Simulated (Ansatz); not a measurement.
B$_{24}$HN$_{23}$: geometry relaxation (part 1 of 3)

- system: B$_{24}$HN$_{23}$ (defect cell, 48 atoms in the cell)
- method: DFT PBE, scalar-relativistic, plane waves, PAW, spin-polarised (Ansatz 0.2.0)

The structure derives from an entry of the Crystallography Open Database.

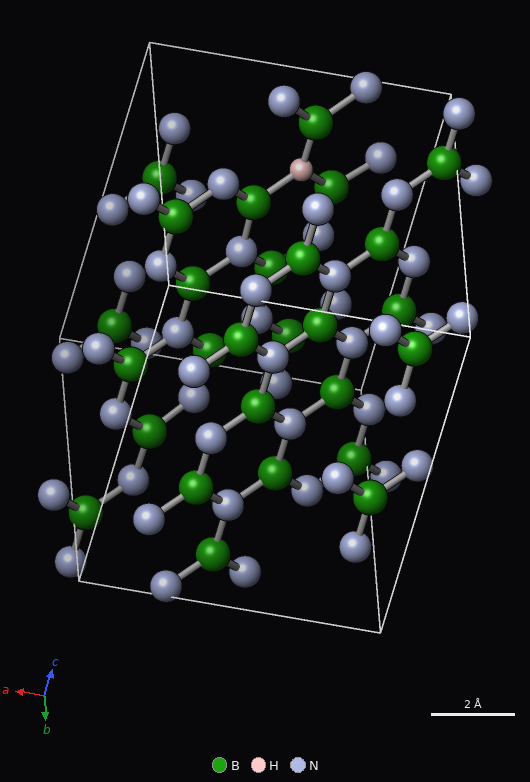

Figure 1. The starting structure (ball-and-stick view of the cell of the calculation, seen at an oblique angle; bonded neighbours outside the cell are drawn too). An atom can appear more than once, as a periodic image.

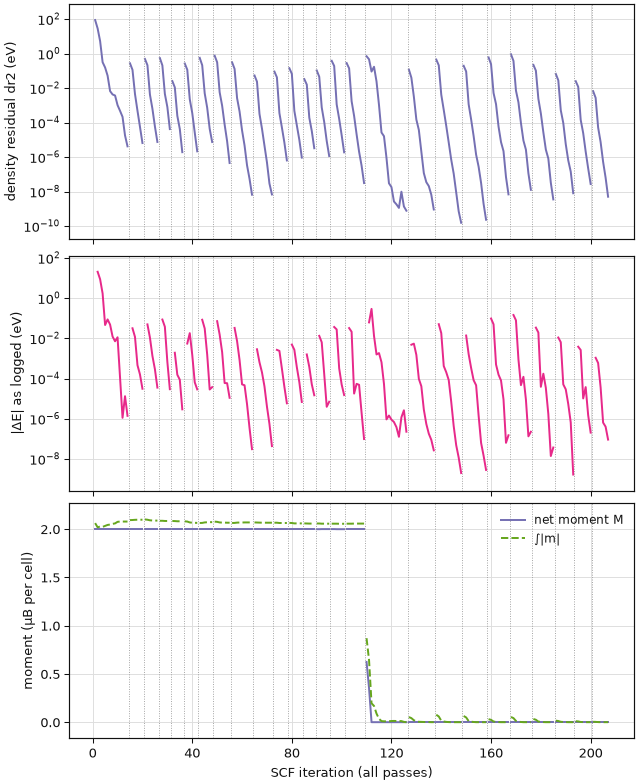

Figure 2. Convergence of the self-consistent field: density residual dr2, size of the energy change and magnetic moment against the SCF iteration. The dotted lines part the SCF passes of the relaxation: geometry steps, rejected trials and re-solves on a re-selected basis. The 26 passes take 5 to 17 iterations each, 207 in all. The net moment goes from 2.0 to 0.0 μB per cell, and ∫|m| falls to zero.

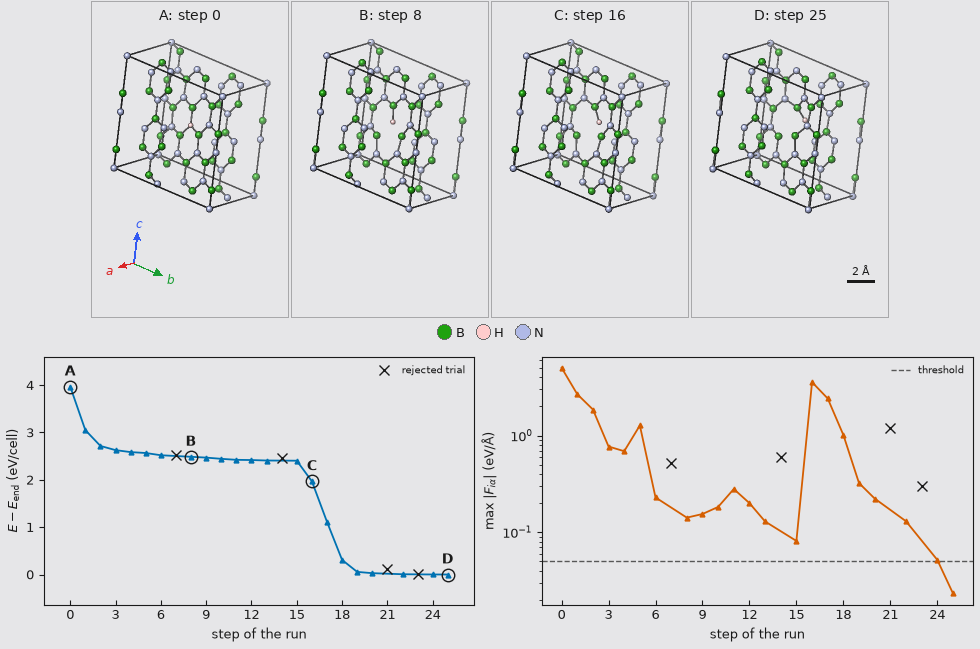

Figure 3. Frames of the relaxation (ball-and-stick view of the cell of the calculation (origin shifted), seen slightly off an axis) above the curves, on which the letters mark them (the first geometry is step 0 here and step 1 in the log).

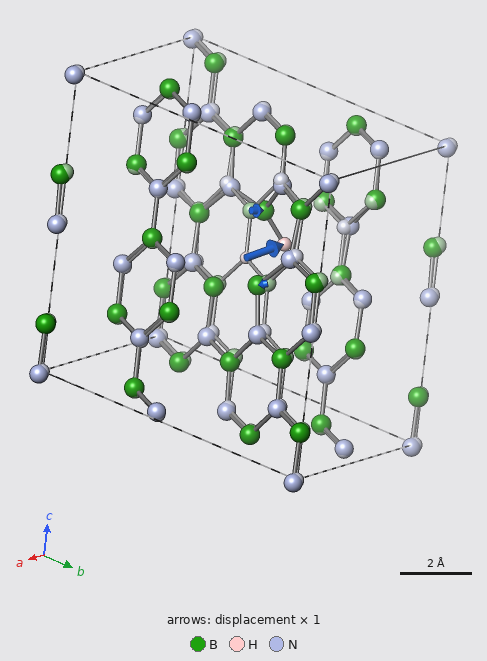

Figure 4. Start (faint) and end (solid) with the displacements as blue arrows, at true length (ball-and-stick view of the cell of the calculation (origin shifted), seen slightly off an axis). The largest move is that of H25, 1.43 Å. By element the largest moves are H 1.43 Å, B 0.46 Å, N 0.23 Å. The cell doesn't change. Among the contacts that change: B15–H25 1.414 → 2.362 Å, B13–H25 1.452 → 2.355 Å, B24–H25 1.369 → 1.187 Å, B24–N36 1.547 → 1.448 Å. Among the angles that change: N28–B13–N35 122.3° → 113.0°, B22–N34–B24 113.4° → 121.8°, B13–N28–B18 120.8° → 114.8°. Over 25 geometry steps the energy falls by 3.970 eV per cell of the calculation. Largest force component: 5 eV/Å at the start, 0.023 eV/Å at the end. The line search rejected the trial steps at points 7, 14, 21, 23 (counted from 0) and went back. (Atoms are counted from 1 in the order of the input.)

These pictures come from the run below.

### Input
```yaml
crystal:
  lattice:
    - [3.74736, -2.163539, -6.6357]
    - [3.74736, -2.163539, 6.6357]
    - [-7.49472, -4.327079, 0.0]
  atoms:
    - { symbol: B, position: [0.708334, 0.958333, 0.833333] }
    - { symbol: B, position: [0.208334, 0.458333, 0.833333] }
    - { symbol: B, position: [0.375, 0.625001, 0.666667] }
    - { symbol: B, position: [0.875, 0.125001, 0.666667] }
    - { symbol: B, position: [0.041667, 0.291667, 0.5] }
    - { symbol: B, position: [0.541667, 0.791667, 0.5] }
    - { symbol: B, position: [0.708334, 0.958333, 0.333333] }
    - { symbol: B, position: [0.208334, 0.458333, 0.333333] }
    - { symbol: B, position: [0.375, 0.625001, 0.166667] }
    - { symbol: B, position: [0.875, 0.125001, 0.166667] }
    - { symbol: B, position: [0.041667, 0.291667, 0.0] }
    - { symbol: B, position: [0.541667, 0.791667, 0.0] }
    - { symbol: B, position: [0.6283678428, 0.374069703, 0.8315512956], spin: 0.5 }
    - { symbol: B, position: [0.1251113078, 0.8698737579, 0.8320360753] }
    - { symbol: B, position: [0.3015170661, 0.0476033499, 0.6719453776], spin: 0.5 }
    - { symbol: B, position: [0.791666, 0.541667, 0.666667] }
    - { symbol: B, position: [0.958333, 0.708333, 0.5] }
    - { symbol: B, position: [0.4609504126, 0.2100629003, 0.5055584818] }
    - { symbol: B, position: [0.625, 0.374999, 0.333333] }
    - { symbol: B, position: [0.125, 0.874999, 0.333333] }
    - { symbol: B, position: [0.291666, 0.041667, 0.166667] }
    - { symbol: B, position: [0.7856923062, 0.5417392127, 0.1672762259] }
    - { symbol: B, position: [0.958333, 0.708333, 0.0] }
    - { symbol: B, position: [0.4601014394, 0.2079210448, -0.0059053317], spin: 0.5 }
    - { symbol: H, position: [0.4617968576, 0.210688248, 0.8370143347], spin: 0.5 }
    - { symbol: "N", position: [0.958334, 0.708333, 0.833333] }
    - { symbol: "N", position: [0.1251350211, 0.880123662, 0.6648368425] }
    - { symbol: "N", position: [0.620568549, 0.3769653157, 0.6695013722] }
    - { symbol: "N", position: [0.791667, 0.541667, 0.5] }
    - { symbol: "N", position: [0.2954036443, 0.0433524289, 0.5069799546] }
    - { symbol: "N", position: [0.458334, 0.208333, 0.333333] }
    - { symbol: "N", position: [0.958334, 0.708333, 0.333333] }
    - { symbol: "N", position: [0.125, 0.875001, 0.166667] }
    - { symbol: "N", position: [0.6316109687, 0.3810460359, 0.1781070291] }
    - { symbol: "N", position: [0.78881724, 0.5353311547, -0.0023518642] }
    - { symbol: "N", position: [0.2836628186, 0.0327152829, -0.0002291895] }
    - { symbol: "N", position: [0.875, 0.124999, 0.833333] }
    - { symbol: "N", position: [0.375, 0.624999, 0.833333] }
    - { symbol: "N", position: [0.541666, 0.791667, 0.666667] }
    - { symbol: "N", position: [0.041666, 0.291667, 0.666667] }
    - { symbol: "N", position: [0.208333, 0.458333, 0.5] }
    - { symbol: "N", position: [0.708333, 0.958333, 0.5] }
    - { symbol: "N", position: [0.875, 0.124999, 0.333333] }
    - { symbol: "N", position: [0.375, 0.624999, 0.333333] }
    - { symbol: "N", position: [0.541666, 0.791667, 0.166667] }
    - { symbol: "N", position: [0.041666, 0.291667, 0.166667] }
    - { symbol: "N", position: [0.208333, 0.458333, 0.0] }
    - { symbol: "N", position: [0.708333, 0.958333, 0.0] }
magnetization:
  spin_polarized: true
basis:
  ecutwfc: 420
  fft_grid_basis: typed
kpoints:
  mp_grid: { grid: [2, 2, 2] }
hamiltonian:
  xc: pbe
  pseudopotentials: { kind: paw }
scf:
  occupations: { method: gaussian, width: 0.05 }
output:
  forces: true
  stress: false
  eigenvalues: false
  bader: false
  write_density: false
  volumetric_format: npy
  populations: true
relax:
  adjacent_minimum: "off"
  max_steps: 30
  f_tol: 0.05
```

Launch command:
```bash
ansatz run input.yaml --threads 4 --pin off --max-ram 10240MiB --backend cpu --events-out ev --progress --plain --runs-dir out
```

### The program's output
```
settings of this run that can trade accuracy for cost: output.eigenvalues: false. Do not mix this run's numbers with those of runs without the same settings; the input reference describes each key
Engine: ansatz 0.2.0, aarch64-unknown-linux-gnu
Pseudopotentials: kind: paw
Pseudopotential: B, paw, valence charge 3, recommended cutoff 420 eV (normal), B.paw.azcp
Pseudopotential: H, paw, valence charge 1, recommended cutoff 420 eV (normal), H.paw.azcp
Pseudopotential: N, paw, valence charge 5, recommended cutoff 420 eV (normal), N.paw.azcp
Functional definition: PBE
  parameter kappa = 0.804
  parameter beta = 0.06672455060314922
  exchange = pbe_x(kappa = kappa, mu = beta*pi^2/3)
  correlation = pbe_c(beta = beta)
Crystal: 48 atoms, lattice volume = 430.395 Å³
Basis set: ecut = 420 eV, 8413 PW (Γ), exchange–correlation on 108×108×120 points (8 copies of the dense FFT grid, shifted against one another)
Bands: 143, of which v1, the nominal top of the filled ones, is band 94 counted from 1 (93 counted from 0)
Symmetry: 1 space group operations
Space group: P1 (ITA 1), of the structure as read, at distance tolerance 7.6e-5 Å
Magnetic group: BNS 1.1 (UNI 1), of the structure as read, at distance tolerance 7.6e-5 Å
k-points: 8
Non-local potential: B, projectors of the file, l = 0: 2, l = 1: 2, l = 2: 1
Non-local potential: H, projectors of the file, l = 0: 2, l = 1: 1
Non-local potential: N, projectors of the file, l = 0: 2, l = 1: 2, l = 2: 1
PAW form: soft (Blöchl's): semilocal exchange-correlation on the pseudo side does not see the compensation charge
PAW one-centre angular grid: B, 110 points (default); XC on 64 Gauss nodes
PAW one-centre angular grid: H, 110 points (default); XC on 64 Gauss nodes
PAW one-centre angular grid: N, 110 points (default); XC on 64 Gauss nodes
Starting moments: Σ|m| = 2 μB on 4 of 48 sites
Initial wavefunctions: pseudopotential atomic-orbital guess
Functional: x = pbe(κ = 0.804, μ = 0.2195149727645171), c = pbe(β = 0.06672455060314922)
SCF iter   1: F=—  HF=-12669.875715 eV  |F-HF|=—  |Δ(HF+E_count)|=         —  Δρ=7.29e-2 (↑7.29e-2 ↓7.24e-2)  dr2=8.88e1  dr2_m=3.03e-1  M=2.000 μB ∫|m|=2.062 μB  β_m=0.30  ethr=3.10e-3  ⟨swp⟩=6.0  Hψ=10216  notcnv=0  defer=267
preconditioner: auto → Resta (q_TF=auto, 2.377 Å⁻¹)  ε∞=3.2  [insulator: Δε(μ)=0.125 eV  Ē_g=16.719 eV  σ=0.050 eV  W_gap=0.92  n_scr=90 (ndim 8)  ℏωp=24.5 eV  f_vac=0.000  D(μ)=1.46/eV (n_scr^D=0)  ε∞_Penn≈3.2]
spin=Collinear: Resta preconditioning applied to the charge; magnetization (m = ρ↑ − ρ↓) channel mixes plain (no charge-response kernel on spin).
SCF iter   2: F=—  HF=-12649.403531 eV  |F-HF|=—  |Δ(HF+E_count)|=    2.05e1  Δρ=4.19e-2 (↑4.14e-2 ↓4.19e-2)  dr2=2.89e1  dr2_m=1.18e-1  M=2.000 μB ∫|m|=2.018 μB  β_m=0.30  ethr=3.10e-3  ⟨swp⟩=2.7  Hψ=4255  notcnv=0  defer=693
preconditioner: auto → Kerker (q_TF=auto, 2.377 Å⁻¹)  [metal: Δε(μ)=0.006 eV  Ē_g=16.197 eV  σ=0.050 eV  W_gap=0.06  n_scr=90 (ndim 8)  ℏωp=24.5 eV  f_vac=0.000  D(μ)=14.71/eV (n_scr^D=102)]
spin=Collinear: Kerker preconditioning applied to the charge; magnetization (m = ρ↑ − ρ↓) channel mixes plain (no charge-response kernel on spin).
SCF iter   3: F=—  HF=-12640.709831 eV  |F-HF|=—  |Δ(HF+E_count)|=    8.69e0  Δρ=2.09e-2 (↑2.07e-2 ↓2.09e-2)  dr2=5.29e0  dr2_m=7.63e-2  M=2.000 μB ∫|m|=2.027 μB  β_m=0.30  ethr=3.10e-3  ⟨swp⟩=2.6  Hψ=3707  notcnv=0  defer=689
SCF iter   4: F=—  HF=-12638.995064 eV  |F-HF|=—  |Δ(HF+E_count)|=    1.71e0  Δρ=5.23e-3 (↑5.23e-3 ↓5.03e-3)  dr2=3.18e-1  dr2_m=4.11e-2  M=2.000 μB ∫|m|=2.023 μB  β_m=0.30  ethr=2.82e-3  ⟨swp⟩=2.3  Hψ=3620  notcnv=0  defer=689
SCF iter   5: F=—  HF=-12639.041187 eV  |F-HF|=—  |Δ(HF+E_count)|=   4.61e-2  Δρ=4.42e-3 (↑4.42e-3 ↓4.05e-3)  dr2=1.57e-1  dr2_m=2.58e-2  M=2.000 μB ∫|m|=2.033 μB  β_m=0.30  ethr=1.69e-4  ⟨swp⟩=2.1  Hψ=2659  notcnv=0  defer=689
SCF iter   6: F=—  HF=-12639.128774 eV  |F-HF|=—  |Δ(HF+E_count)|=   8.76e-2  Δρ=2.93e-3 (↑2.93e-3 ↓2.45e-3)  dr2=5.28e-2  dr2_m=1.67e-2  M=2.000 μB ∫|m|=2.043 μB  β_m=0.30  ethr=8.37e-5  ⟨swp⟩=2.0  Hψ=2817  notcnv=0  defer=689
SCF iter   7: F=—  HF=-12639.177207 eV  |F-HF|=—  |Δ(HF+E_count)|=   4.84e-2  Δρ=1.77e-3 (↑1.77e-3 ↓1.58e-3)  dr2=6.74e-3  dr2_m=9.65e-3  M=2.000 μB ∫|m|=2.047 μB  β_m=0.30  ethr=2.81e-5  ⟨swp⟩=2.0  Hψ=3480  notcnv=0  defer=689
SCF iter   8: F=—  HF=-12639.189506 eV  |F-HF|=—  |Δ(HF+E_count)|=   1.23e-2  Δρ=1.47e-3 (↑1.47e-3 ↓1.25e-3)  dr2=4.29e-3  dr2_m=6.33e-3  M=2.000 μB ∫|m|=2.054 μB  β_m=0.30  ethr=3.58e-6  ⟨swp⟩=2.0  Hψ=2767  notcnv=0  defer=689
Mixer restart at iter 8: flushing history
spin-set hold released at iteration 8 (site moments contracting): the magnetisation degrees of freedom join the quasi-Newton model from the next iteration; the mixer history was flushed
SCF iter   9: F=—  HF=-12639.196642 eV  |F-HF|=—  |Δ(HF+E_count)|=   7.14e-3  Δρ=1.23e-3 (↑1.23e-3 ↓9.60e-4)  dr2=3.74e-3  dr2_m=4.10e-3  M=2.000 μB ∫|m|=2.059 μB  β_m=0.63  ethr=2.28e-6  ⟨swp⟩=2.0  Hψ=2721  notcnv=0  defer=689
preconditioner: auto → Resta (q_TF=auto, 2.377 Å⁻¹)  ε∞=3.4  [insulator: Δε(μ)=0.079 eV  Ē_g=15.713 eV  σ=0.050 eV  W_gap=0.66  n_scr=90 (ndim 8)  ℏωp=24.5 eV  f_vac=0.013  D(μ)=5.69/eV (n_scr^D=26)  ε∞_Penn≈3.4]
spin=Collinear: Resta preconditioning applied to the charge; magnetization (m = ρ↑ − ρ↓) channel mixes plain (no charge-response kernel on spin).
SCF iter  10: F=—  HF=-12639.207945 eV  |F-HF|=—  |Δ(HF+E_count)|=   1.13e-2  Δρ=3.31e-4 (↑3.31e-4 ↓1.71e-4)  dr2=1.03e-3  dr2_m=1.25e-4  M=2.000 μB ∫|m|=2.075 μB  β_m=0.68  ethr=1.99e-6  ⟨swp⟩=3.0  Hψ=4221  notcnv=0  defer=689
SCF iter  11: F=—  HF=-12639.208057 eV  |F-HF|=—  |Δ(HF+E_count)|=   1.13e-4  Δρ=2.12e-4 (↑2.12e-4 ↓7.98e-5)  dr2=4.81e-4  dr2_m=4.12e-5  M=2.000 μB ∫|m|=2.078 μB  β_m=0.72  ethr=5.50e-7  ⟨swp⟩=2.0  Hψ=3425  notcnv=0  defer=689
SCF iter  12: F=—  HF=-12639.208056 eV  |F-HF|=—  |Δ(HF+E_count)|=   1.11e-6  Δρ=1.52e-4 (↑1.52e-4 ↓4.35e-5)  dr2=2.16e-4  dr2_m=2.09e-5  M=2.000 μB ∫|m|=2.078 μB  β_m=0.66  ethr=2.56e-7  ⟨swp⟩=2.0  Hψ=2791  notcnv=0  defer=689
SCF iter  13: F=—  HF=-12639.208043 eV  |F-HF|=—  |Δ(HF+E_count)|=   1.32e-5  Δρ=4.91e-5 (↑4.91e-5 ↓1.40e-5)  dr2=1.80e-5  dr2_m=2.48e-6  M=2.000 μB ∫|m|=2.078 μB  β_m=0.79  ethr=3.32e-8  ⟨swp⟩=2.0  Hψ=6509  notcnv=0
SCF iter  14: F=-12639.208043 eV  HF=-12639.208044 eV  |F-HF|=1.43e-6  |Δ(HF+E_count)|=   1.39e-6  Δρ=2.59e-5 (↑2.59e-5 ↓7.42e-6)  dr2=4.20e-6  dr2_m=6.96e-7  M=2.000 μB ∫|m|=2.078 μB  ethr=9.58e-9  ⟨swp⟩=3.0  Hψ=4905  notcnv=0
SCF 1 converged in 14 iterations: F = -12639.208043 eV  dr2 = 4.20e-6
  greatest PAW one-centre occupation: 0.806 electrons in one spin orbital (limit 2), on the N atom at site 27 (counted from 0), in its partial waves of l = 0
relax step   1: F+E_penalty+E_count = -12639.20804304 eV  Δ(F+E_penalty+E_count) = +0.000e0 eV  max|allowed force component| = 5.024e0 eV/Å  Δτ_max = 0.0000 Å  (14 SCF iters, dr2 threshold 6.25e-5 eV, accepted)
Initial density: handed on by an earlier stage of this run
Starting moments: Σ|m| = 2 μB on 4 of 48 sites; this step starts from the density that it was given
Initial wavefunctions: those handed on with the density
iter 1 solved again at ethr=1.45e-4 eV; its pass at ethr=3.10e-3 eV (dr2=2.72e-1 eV) is discarded
```
